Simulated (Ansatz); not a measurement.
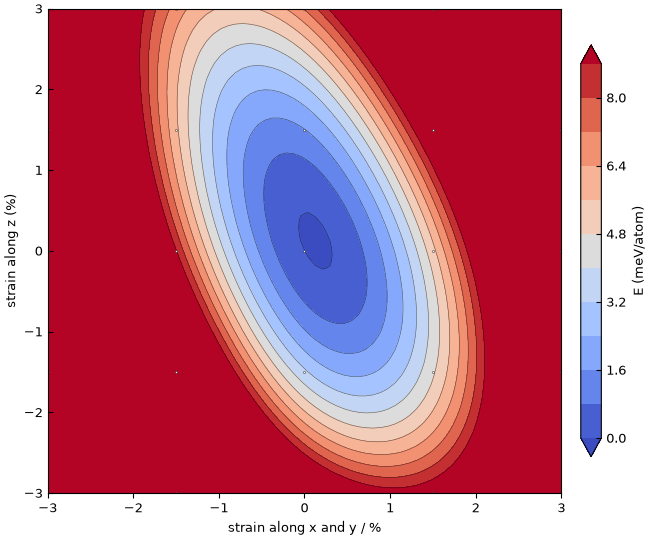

AlCo (Pm-3m, No. 221; 2 atoms in the cell). 
- The cell is strained homogeneously, by one strain along x and y and another along z, with fractional coordinates fixed (x, y and z along the cube axes).
- First axis: strain along x and y. Second axis: strain along z.
- Grid: 5 × 5 points.
- Points are written as (first, second).
- Energies are in meV/atom, from the lowest grid point.
- The runs have no spin polarisation; a magnetic state may lie lower. The reference cell is the one listed in the database, not relaxed at this level.
- Level of theory: DFT PBEsol, scalar-relativistic, plane waves, PAW in Ansatz. Settings: cutoff 420 eV, k-mesh 16×16×16, gaussian smearing 0.15 eV, no spin polarisation.

In the figure: filled contours, dots at the grid points, one colour for all values above the top of the scale. Between grid points the surface is interpolated.

Estimate the clamped-ion elastic constants that this map fixes.

With the cell volume of 22.4 Å³, the curvatures of the interpolated surface at its minimum give C₁₁ + C₂₂ + 2C₁₂ ≈ 890 GPa, C₃₃ ≈ 310 GPa and C₁₃ + C₂₃ ≈ 270 GPa (clamped ions, Cartesian axes of the cell). A stretch of 1 % along z with free sides (kept equal in x and y) would change the in-plane lengths by about −0.31 %.
